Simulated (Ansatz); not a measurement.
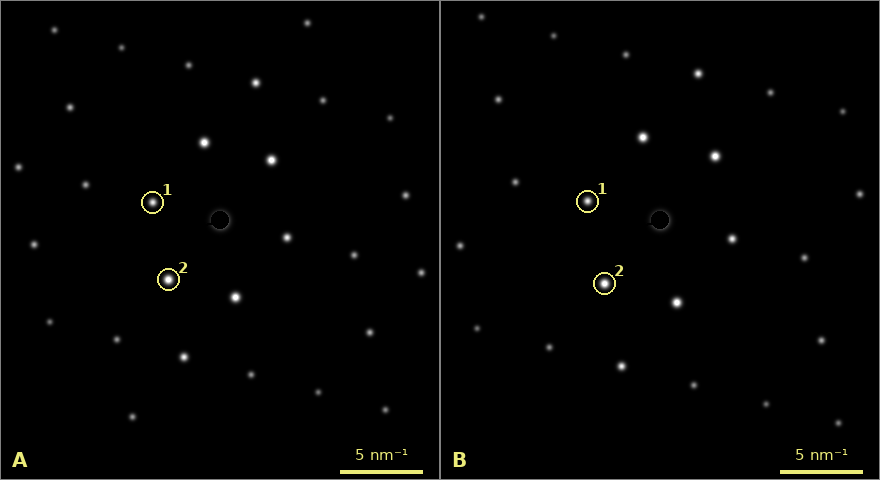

Kinematic electron diffraction patterns (300 kV, B = 0.5 Å², same scale) along [011] of the run's own cell, for the start and the end of one relaxation of Cu with DFT, PAW plane waves, r2scan, spin-orbit in Ansatz. k mesh 9×9×5. The start is a generated model structure, and the relaxation ends in the nearest stationary point of its symmetry, not necessarily the ground state. Spot 1 is -1 0 0 and spot 2 is 0 -1 1 in both.

Start structure:

```yaml
crystal:
  lattice:
    - [2.71155, 0.00000, 0.00000]
    - [-1.35578, 2.34828, 0.00000]
    - [0.00000, 0.00000, 4.33707]
  atoms:
    - { symbol: Cu, position: [0.33330, 0.66670, 0.25000] }
    - { symbol: Cu, position: [0.66660, 0.33330, 0.75000] }
```

Which pattern belongs to the start structure, and which to the relaxed one?

Answer. A is the start: its cell gives d(1) = 2.348 Å, d(2) = 2.065 Å and an angle of 63.9°. B is the relaxed structure, with d(1) = 2.181 Å (-7.1 %), d(2) = 1.932 Å (-6.4 %) and 63.7°.

Summarise the relaxation behind the change.

Answer. The volume changed by -17.2 % to 11.44 Å³ an atom; the fractional coordinates hardly changed; the space group stayed P6_3/mmc (No. 194); the free energy fell by 170 meV an atom. Relaxed cell: a = 2.519 Å, b = 2.519 Å, c = 4.164 Å, α = 90.00°, β = 90.00°, γ = 120.00°.
